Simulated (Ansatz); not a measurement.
**Run report: MoS, geometry relaxation**

MoS (2 atoms in the cell), computed with DFT PBEsol, scalar-relativistic, plane waves, PAW, no spin polarisation (Ansatz 0.2.0).

The structure was built on a prototype by a generator; it need not be a known phase.

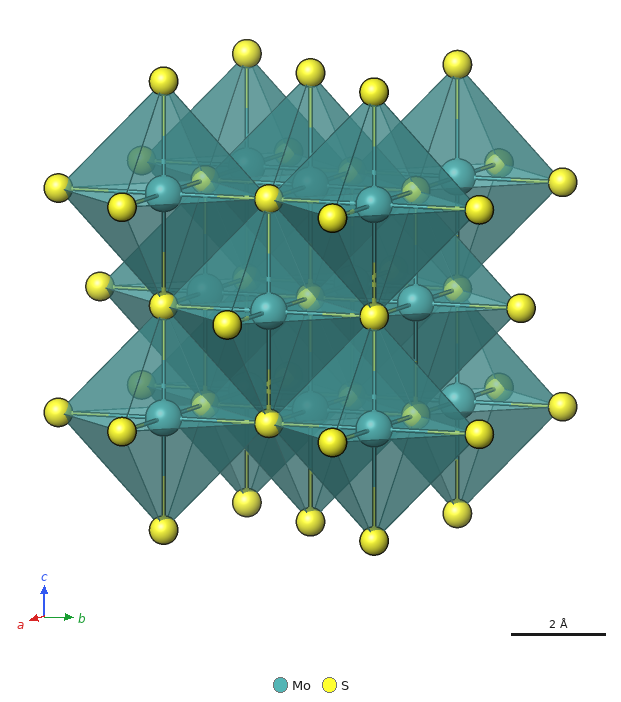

*The starting structure (polyhedral view of the cell 4 times as large as that of the calculation, set on its symmetry axes, seen slightly off an axis; polyhedra are completed across the faces of the cell). An atom can appear more than once, as a periodic image.*

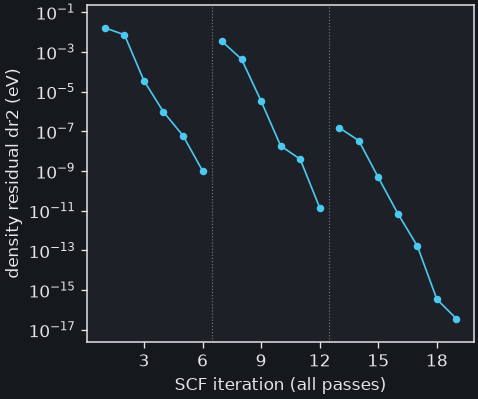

*Convergence of the self-consistent field: density residual dr2 against the SCF iteration. The dotted lines part the SCF passes of the relaxation: geometry steps, rejected trials and re-solves on a re-selected basis.*

The passes take 6, 6 and 7 iterations.

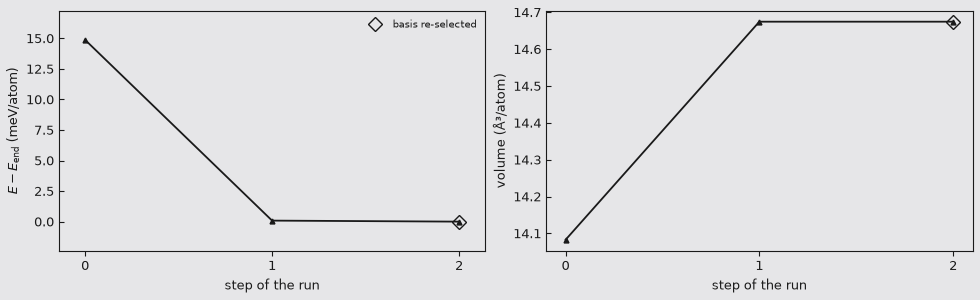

*Progress of the relaxation, step by step (the first geometry is step 0 here and step 1 in the log).*

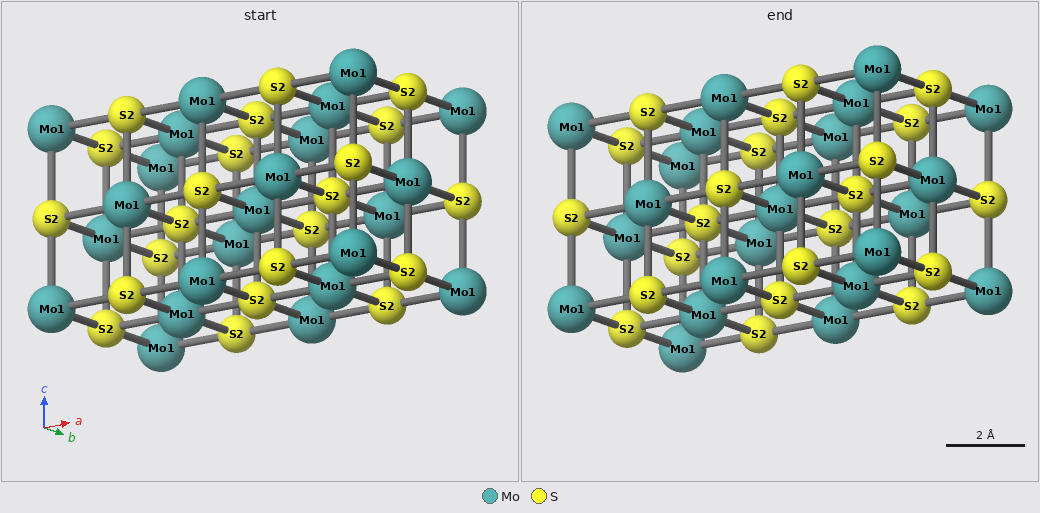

*Before (left) and after (right) the relaxation, at one scale (ball-and-stick view of the cell 4 times as large as that of the calculation, set on its symmetry axes, repeated 2 × 1 × 1, seen at an oblique angle).*

The atoms keep their places relative to the cell (all moves are under 0.005 Å). Cell: a = b = c 4.830 → 4.896 Å (+1.4 %). Volume +4.2 %. Among the contacts that change: Mo1–S2 2.415 → 2.448 Å. The space group stays Fm-3m (No. 225). Over 1 geometry step the energy falls by 14.8 meV per atom. All forces vanish by symmetry, so only the cell relaxes. The pressure goes from 8.58 to −0.20 GPa. A last SCF at the same geometry on a re-selected plane-wave basis shifts the energy by −0.1 meV per atom. (Atoms are counted from 1 in the order of the input.)

These pictures come from the run below.

**Input**
```yaml
crystal:
  lattice:
    - [0.0, 2.414875608, 2.414875608]
    - [2.414875608, 0.0, 2.414875608]
    - [2.414875608, 2.414875608, 0.0]
  atoms:
    - { symbol: Mo, position: [0.0, 0.0, 0.0] }
    - { symbol: S, position: [0.5, 0.5, 0.5] }
basis:
  ecutwfc: 420
kpoints:
  mp_grid: { grid: [8, 8, 8] }
hamiltonian:
  xc: pbesol
scf:
  occupations: { method: gaussian, width: 0.1 }
output:
  forces: true
  stress: true
  eigenvalues: true
relax:
  adjacent_minimum: "off"
  f_tol: 0.05
  max_steps: 80
  cell: { stress_tol: 0.5 }
```

Run as:
```bash
ansatz run input.yaml --threads 1 --pin off --max-ram 2560MiB --backend cpu --events-out ev --progress --plain --runs-dir out
```

**The program's output**
```
Engine: ansatz 0.2.0, x86_64-unknown-linux-gnu
Pseudopotentials: kind: paw
Pseudopotential: Mo, paw, valence charge 14, recommended cutoff 420 eV (normal), Mo.paw.azcp
Pseudopotential: S, paw, valence charge 6, recommended cutoff 420 eV (normal), S.paw.azcp
Functional definition: PBEsol
  exchange = pbesol_x
  correlation = pbesol_c
Crystal: 2 atoms, lattice volume = 28.165 Å³
Basis set: ecut = 420 eV, 537 PW (Γ), exchange–correlation on 48×48×48 points (8 copies of the dense FFT grid, shifted against one another)
Bands: 14, of which v1, the nominal top of the filled ones, is band 10 counted from 1 (9 counted from 0)
Symmetry: 48 space group operations
Space group: Fm-3m (ITA 225), of the structure as read, at distance tolerance 3.0e-5 Å
k-points: 29 of 512
Non-local potential: Mo, projectors of the file, l = 0: 3, l = 1: 2, l = 2: 2, l = 3: 1
Non-local potential: S, projectors of the file, l = 0: 2, l = 1: 2, l = 2: 2
PAW form: soft (Blöchl's): semilocal exchange-correlation on the pseudo side does not see the compensation charge
PAW frozen core: Mo, regenerated for the run's functional, and the local potential with it (the file was generated under x = pbe(κ = 0.804, μ = 0.2195149727645171), c = pbe(β = 0.06672455060314922))
PAW frozen core: S, regenerated for the run's functional, and the local potential with it (the file was generated under x = pbe(κ = 0.804, μ = 0.2195149727645171), c = pbe(β = 0.06672455060314922))
PAW one-centre angular grid: Mo, 590 points (default); XC on 64 Gauss nodes
PAW one-centre angular grid: S, 110 points (default); XC on 64 Gauss nodes
Initial density: superposition of atomic densities (neutral atoms: chi_scale 0, normalization atom), corrected by the library's trained network
Initial wavefunctions: pseudopotential atomic-orbital guess
Functional: x = pbesol(κ = 0.804, μ = 0.12345679012345678), c = pbesol(β = 0.046)
SCF iter   1: F=—  HF=-5782.178956 eV  |F-HF|=—  |Δ(HF+E_count)|=         —  Δρ=6.58e-3  dr2=1.61e-2  ethr=1.77e-3  ⟨swp⟩=5.0  Hψ=2294  notcnv=0
preconditioner: auto → none  [metal: Δε(μ)=0.031 eV  Ē_g=8.964 eV  σ=0.100 eV  W_gap=0.17  n_scr=8 (ndim 8)  ℏωp=24.2 eV  f_vac=0.000  D(μ)=3.13/eV (n_scr^D=50)  sad-step TF]
SCF iter   2: F=—  HF=-5782.175255 eV  |F-HF|=—  |Δ(HF+E_count)|=   3.70e-3  Δρ=4.27e-3  dr2=7.24e-3  ethr=8.03e-5  ⟨swp⟩=1.0  Hψ=638  notcnv=0
SCF iter   3: F=—  HF=-5782.173243 eV  |F-HF|=—  |Δ(HF+E_count)|=   2.01e-3  Δρ=4.08e-4  dr2=3.51e-5  ethr=3.62e-5  ⟨swp⟩=2.0  Hψ=537  notcnv=0
SCF iter   4: F=—  HF=-5782.173236 eV  |F-HF|=—  |Δ(HF+E_count)|=   7.18e-6  Δρ=7.00e-5  dr2=9.38e-7  ethr=1.75e-7  ⟨swp⟩=2.6  Hψ=681  notcnv=0
iter 5 did not close the SCF: its close was put off for the readings that it lacked (scf_convergence_deferred on its scf_iter line)
SCF iter   5: F=-5782.173237 eV  HF=-5782.173237 eV  |F-HF|=4.88e-8  |Δ(HF+E_count)|=   1.09e-6  Δρ=1.48e-5  dr2=5.99e-8  ethr=4.69e-9  ⟨swp⟩=2.6  Hψ=656  notcnv=0
SCF iter   6: F=-5782.173237 eV  HF=-5782.173237 eV  |F-HF|=1.98e-10  |Δ(HF+E_count)|=   1.36e-8  Δρ=2.93e-6  dr2=1.02e-9  ethr=2.99e-10  ⟨swp⟩=2.3  Hψ=1379  notcnv=0
SCF 1 converged in 6 iterations: F = -5782.173237 eV  dr2 = 1.02e-9
  greatest PAW one-centre occupation: 0.999 electrons in one spin orbital (limit 2), on the Mo atom at site 0 (counted from 0), in its partial waves of l = 0
relax step   1: F+E_penalty+E_count = -5782.17323704 eV  Δ(F+E_penalty+E_count) = +0.000e0 eV  max|allowed force component| = 3.090e-30 eV/Å  Δτ_max = 0.0000 Å  P = +8.585 GPa  Ω = 28.165 Å³  (6 SCF iters, dr2 threshold 1.00e-7 eV, accepted)
Crystal: 2 atoms, lattice volume = 29.349 Å³
Initial density: handed on by an earlier stage of this run
Initial wavefunctions: those handed on with the density
iter 1 solved again at ethr=1.54e-5 eV; its pass at ethr=3.10e-3 eV (dr2=3.08e-3 eV) is discarded
SCF iter   1: F=—  HF=-5782.203590 eV  |F-HF|=—  |Δ(HF+E_count)|=         —  Δρ=2.75e-3  dr2=3.34e-3  ethr=1.54e-5  ⟨swp⟩=1.0  Hψ=2561  notcnv=0
preconditioner: auto → none  [metal: Δε(μ)=0.033 eV  Ē_g=8.670 eV  σ=0.100 eV  W_gap=0.19  n_scr=8 (ndim 8)  ℏωp=23.7 eV  f_vac=0.000  D(μ)=3.25/eV (n_scr^D=58)]
SCF iter   2: F=—  HF=-5782.202917 eV  |F-HF|=—  |Δ(HF+E_count)|=   6.73e-4  Δρ=1.08e-3  dr2=4.24e-4  ethr=1.54e-5  ⟨swp⟩=2.0  Hψ=539  notcnv=0
SCF iter   3: F=—  HF=-5782.202835 eV  |F-HF|=—  |Δ(HF+E_count)|=   8.20e-5  Δρ=1.45e-4  dr2=3.29e-6  ethr=2.12e-6  ⟨swp⟩=2.0  Hψ=529  notcnv=0
SCF iter   4: F=—  HF=-5782.202826 eV  |F-HF|=—  |Δ(HF+E_count)|=   9.44e-6  Δρ=1.52e-5  dr2=1.84e-8  ethr=1.65e-8  ⟨swp⟩=2.5  Hψ=681  notcnv=0
iter 5 did not close the SCF: its close was put off for the readings that it lacked (scf_convergence_deferred on its scf_iter line)
SCF iter   5: F=-5782.202826 eV  HF=-5782.202826 eV  |F-HF|=3.20e-9  |Δ(HF+E_count)|=   1.50e-9  Δρ=3.91e-6  dr2=3.91e-9  ethr=9.19e-11  ⟨swp⟩=2.0  Hψ=708  notcnv=0
SCF iter   6: F=-5782.202826 eV  HF=-5782.202826 eV  |F-HF|=5.46e-12  |Δ(HF+E_count)|=   1.41e-9  Δρ=2.97e-7  dr2=1.41e-11  ethr=1.95e-11  ⟨swp⟩=1.0  Hψ=1201  notcnv=0
SCF 2 converged in 6 iterations: F = -5782.202826 eV  dr2 = 1.41e-11
relax step   2: F+E_penalty+E_count = -5782.20282579 eV  Δ(F+E_penalty+E_count) = -2.959e-2 eV  max|allowed force component| = 1.676e-30 eV/Å  Δτ_max = 0.0000 Å  P = -0.200 GPa  Ω = 29.349 Å³  energy of the carried Pulay correction = -1.561e-4 eV  (6 SCF iters, dr2 threshold 2.00e-7 eV, accepted)
Initial wavefunctions: pseudopotential atomic-orbital guess (no wavefunctions were taken with the density)
iter 1 solved again at ethr=5.68e-8 eV; its pass at ethr=3.10e-3 eV (dr2=1.14e-5 eV) is discarded
SCF iter   1: F=—  HF=-5782.203004 eV  |F-HF|=—  |Δ(HF+E_count)|=         —  Δρ=1.23e-4  dr2=1.49e-7  ethr=5.68e-8  ⟨swp⟩=3.1  Hψ=3528  notcnv=0
preconditioner: auto → none  [metal: Δε(μ)=0.031 eV  Ē_g=8.684 eV  σ=0.100 eV  W_gap=0.17  n_scr=8 (ndim 8)  ℏωp=23.7 eV  f_vac=0.000  D(μ)=3.23/eV (n_scr^D=58)]
SCF iter   2: F=—  HF=-5782.202993 eV  |F-HF|=—  |Δ(HF+E_count)|=   1.11e-5  Δρ=6.10e-5  dr2=3.39e-8  ethr=7.45e-10  ⟨swp⟩=1.1  Hψ=420  notcnv=0
iter 3 did not close the SCF: its close was put off for the readings that it lacked (scf_convergence_deferred on its scf_iter line)
SCF iter   3: F=-5782.202994 eV  HF=-5782.202994 eV  |F-HF|=1.04e-9  |Δ(HF+E_count)|=   7.73e-7  Δρ=2.74e-6  dr2=4.74e-10  ethr=1.70e-10  ⟨swp⟩=1.1  Hψ=441  notcnv=0
iter 4 did not close the SCF: its close was put off for the readings that it lacked (scf_convergence_deferred on its scf_iter line)
SCF iter   4: F=-5782.202994 eV  HF=-5782.202994 eV  |F-HF|=3.18e-11  |Δ(HF+E_count)|=   1.20e-9  Δρ=4.57e-7  dr2=7.14e-12  ethr=2.37e-12  ⟨swp⟩=2.0  Hψ=669  notcnv=0
iter 5 did not close the SCF: its close was put off for the readings that it lacked (scf_convergence_deferred on its scf_iter line)
SCF iter   5: F=-5782.202994 eV  HF=-5782.202994 eV  |F-HF|=0.00e0  |Δ(HF+E_count)|=  3.18e-11  Δρ=5.62e-8  dr2=1.66e-13  ethr=1.00e-12  ⟨swp⟩=1.0  Hψ=406  notcnv=0
iter 6 did not close the SCF: its close was put off for the readings that it lacked (scf_convergence_deferred on its scf_iter line)
SCF iter   6: F=-5782.202994 eV  HF=-5782.202994 eV  |F-HF|=0.00e0  |Δ(HF+E_count)|=  1.82e-12  Δρ=2.13e-9  dr2=3.43e-16  ethr=1.00e-12  ⟨swp⟩=1.0  Hψ=406  notcnv=0
SCF iter   7: F=-5782.202994 eV  HF=-5782.202994 eV  |F-HF|=9.09e-13  |Δ(HF+E_count)|=  9.09e-13  Δρ=3.55e-10  dr2=3.59e-17  ethr=1.00e-12  ⟨swp⟩=1.0  Hψ=928  notcnv=0
SCF 3 converged in 7 iterations: F = -5782.202994 eV  dr2 = 3.59e-17
relax step   3: F+E_penalty+E_count = -5782.20299374 eV  Δ(F+E_penalty+E_count) = -1.679e-4 eV  max|allowed force component| = 1.578e-30 eV/Å  Δτ_max = 0.0000 Å  P = -0.197 GPa  Ω = 29.349 Å³  stress off target by 1.97e-1 GPa  SCF on the basis re-selected at this cell (its energy is not comparable with the rows above)  (7 SCF iters)
basis re-selected at this cell: Δ(F+E_penalty+E_count) = -1.679e-4 eV, ΔP = +0.003 GPa vs the last step (what re-selecting the basis moved, of the pressure what is left beyond the Pulay correction that the steps carried, after the strain that the cell walked since its last selection, with what the two solves' SCF thresholds leave and, on support functions, any second-order correction that the steps lacked; it is no measure of the basis error at this ecutwfc). This SCF's stress stands 1.97e-1 GPa from its target on what of the cell is left free (relax.cell.stress_tol is 5.00e-1 GPa) and its largest allowed force component is 1.58e-30 eV/Å (relax.f_tol is 5.00e-2 eV/Å): within both
SCF converged after 7 iterations
Free energy (F): -5782.202994 eV
Harris-Foulkes:  -5782.202994 eV  (|F-HF|=9.09e-13)
Internal energy: -5782.186836 eV  (E = F + TS)
E sigma→0 (E₀):  -5782.194915 eV
Entropy (-TS):   -0.016157 eV (-8.079 meV/atom)
Fermi energy:    17.377642 eV
--- Per-component energies (eV) ---
  E_band       = -61.703089
  E_kinetic    = 555.284631
  E_local      = -1018.121474  (includes V_loc(G=0)·N_el)
  E_nonlocal   = 174.970705
  E_hartree    = 347.779780
  E_xc         = -280.152186
  E_vxc        = -318.113147  (∫ρ·V_xc dr)
  E_paw        = -3728.972694  (= ΣΔE_a)
  E_vpaw       = -151.283408  (= ΣTr[D̂ρ^β])
  E_aug_tail   = 0.000044  (compensation charges beyond the density's cutoff)
  E_ewald      = -1833.246891
  E_core_change = 0.271249  (= ΣΔE_core)
  E_smearing   = -0.016157  (= −TS)
  E_closure    = 0.000000  (closes the sum)
  Σ components = -5782.202994   (vs F -5782.202994, Δ=0.00e0)
--- Forces (eV/Å), atoms counted from 1 ---
  atom   1  Mo    -0.00000000     0.00000000    -0.00000000
  atom   2  S      0.00000000    -0.00000000     0.00000000
  max |Σ_I F_I| component: 2.89e-30 eV/Å
--- Stress (GPa, compression-positive) ---
       -0.197057      -0.000000      -0.000000
       -0.000000      -0.197057       0.000000
        0.000000       0.000000      -0.197057
  P = ⅓ Tr σ = -0.1971 GPa (-1.971 kbar)
--- Band table (eV; the first three rows and the last of 29) ---
  k-point 0: bands = ["-44.0021", "-18.0991", "-18.0991", "-18.0991", "0.8349", "14.4287", "14.4287", "14.4287", "14.8107", "14.8107", "14.8107", "15.2614", "15.2614", "21.1229"]
  k-point 1: bands = ["-43.9992", "-18.1365", "-18.1030", "-18.1030", "1.0765", "12.8374", "13.0793", "13.0793", "15.1359", "15.1359", "15.6458", "16.9134", "16.9134", "22.0252"]
  k-point 2: bands = ["-43.9920", "-18.2255", "-18.1123", "-18.1123", "1.7276", "10.8334", "11.8445", "11.8445", "15.8910", "15.8910", "16.3163", "19.1548", "19.1548", "22.9637"]
  k-point 28: bands = ["-43.9754", "-18.2459", "-18.2459", "-18.1906", "2.5352", "10.7790", "10.8821", "10.8821", "16.6938", "16.6938", "18.1345", "18.1815", "18.7077", "25.7503"]
--- Relaxed structure (2 steps of the walk, 2 accepted, 1 SCFs on fresh bases) ---
  F+E_penalty+E_count = -5782.20299374 eV   max|allowed force component| = 1.578e-30 eV/Å   (the final SCF, on the basis selected at the relaxed cell)
  cell:  # Å, volume = 29.3491 Å³
    - [7.643058049343385e-35, 2.4482445726411126, 2.4482445726411126]
    - [2.4482445726411126, -2.5476860164477955e-34, 2.4482445726411126]
    - [2.4482445726411126, 2.4482445726411126, 2.547686016447794e-35]
  atoms:
    - { symbol: Mo, position: [4.9845474907874514e-36, -5.815305405918694e-36, -5.815305405918694e-36] }
    - { symbol: S, position: [0.5, 0.5, 0.5] }
```

**Trajectory as extended XYZ (Å, eV, eV/Å), 3 frames, from step=1 to step=3**
```
2
Lattice="0.0000 2.4149 2.4149 2.4149 0.0000 2.4149 2.4149 2.4149 0.0000" Properties=species:S:1:pos:R:3:forces:R:3 step=1 energy=-5782.17324 pressure_GPa=8.58
Mo    0.0000    0.0000    0.0000    0.0000   0.0000   0.0000
S     2.4149    2.4149    2.4149    0.0000   0.0000   0.0000
2
Lattice="0.0000 2.4482 2.4482 2.4482 0.0000 2.4482 2.4482 2.4482 0.0000" Properties=species:S:1:pos:R:3:forces:R:3 step=2 energy=-5782.20283 pressure_GPa=-0.20
Mo    0.0000    0.0000    0.0000    0.0000   0.0000   0.0000
S     2.4482    2.4482    2.4482    0.0000   0.0000   0.0000
2
Lattice="0.0000 2.4482 2.4482 2.4482 0.0000 2.4482 2.4482 2.4482 0.0000" Properties=species:S:1:pos:R:3:forces:R:3 step=3 energy=-5782.20299 pressure_GPa=-0.20
Mo    0.0000    0.0000    0.0000    0.0000   0.0000   0.0000
S     2.4482    2.4482    2.4482    0.0000   0.0000   0.0000
```

**Summary**

| quantity | value |
| --- | --- |
| outcome | converged |
| space group (tolerance 0.01 Å) | Fm-3m (225) |
| electrons treated | 20 |
| free energy | −5782.2030 eV |
| Fermi energy | 17.378 eV |
| gap on the k-point mesh | none (metallic) |
| pressure | −0.20 GPa |
| final volume | 29.35 Å³ |
| largest force (length of the vector) at the end | under 0.001 eV/Å |
| final cell | a = 3.462 Å, b = 3.462 Å, c = 3.462 Å, α = 60.00°, β = 60.00°, γ = 60.00° |
| hardware | 1 thread of Intel Xeon @ 2.70GHz, 189 GiB of memory available, shared host |
| wall time | 3.2 s |
| peak memory | 0.32 GiB |
